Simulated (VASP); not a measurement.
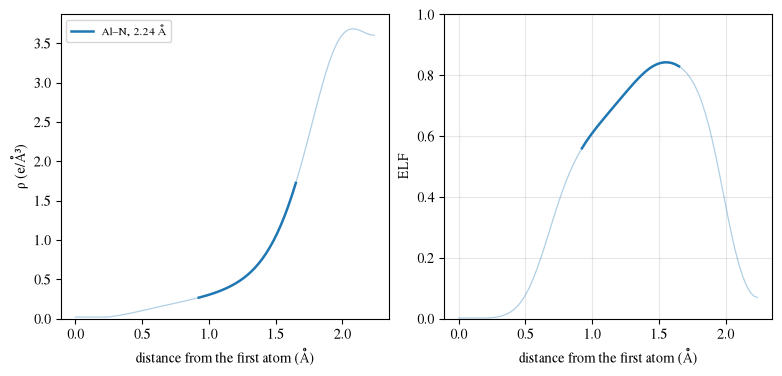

AlN. Valence pseudo-density and ELF along straight lines between neighbouring atoms. Thin, pale parts lie inside the atomic spheres.

Space group Pm-3m; a generated structure, not necessarily the stable one; computed pressure about −3 GPa in this cell.

Method: Kohn-Sham DFT of a periodic cell, HSE06, VASP PAW PBE potentials, recommended in VASP.

In a PAW calculation such maps are meaningful between the atoms, not at the nuclei.

**What can be read from the curves?**

Al–N (2.24 Å): ρ is about 0.38 e/Å³ halfway; the ELF peaks at about 0.85 in the valence shell of N, 0.7 Å from its nucleus, and is about 0.65 at the midpoint.
